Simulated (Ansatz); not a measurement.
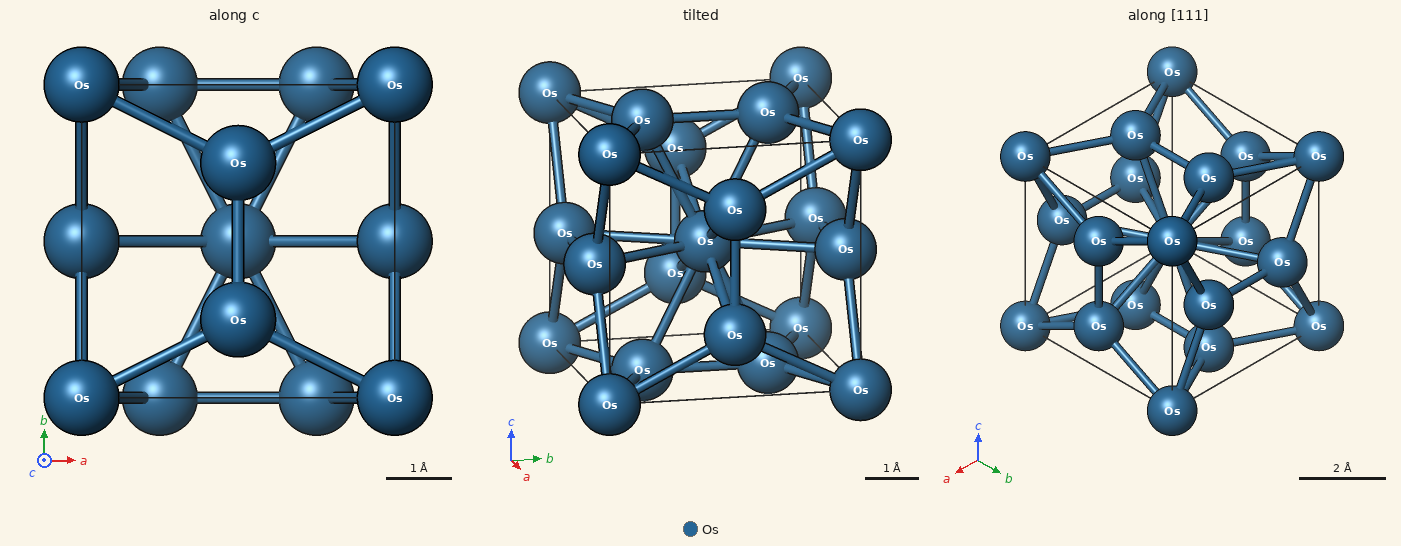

Crystal structure, ball-and-stick style, seen along the c axis, slightly off an axis and along [111]. One conventional unit cell is framed, with atoms on its boundary repeated.

Cell parameters: a = 4.88 Å, b = 4.88 Å, c = 4.88 Å, α = 90.00°, β = 90.00°, γ = 90.00°.

Bonds shown: Os–Os up to 2.73 Å (cut-off distances).

Determine the atoms per cell.

Answer. 8 (osmium), counting shared atoms by their share.

Identify the space group.

Answer. Pm-3n (No. 223), with Os on 2a and Os on 6c.

Which prototype does it follow?

Answer. Β-tungsten (A15) type.

The cell started as a textbook structure type filled with this element (whether it is the usual form wasn't checked). The structure drawn was relaxed with DFT r2SCAN, scalar-relativistic, plane waves, PAW in Ansatz 0.2.0.
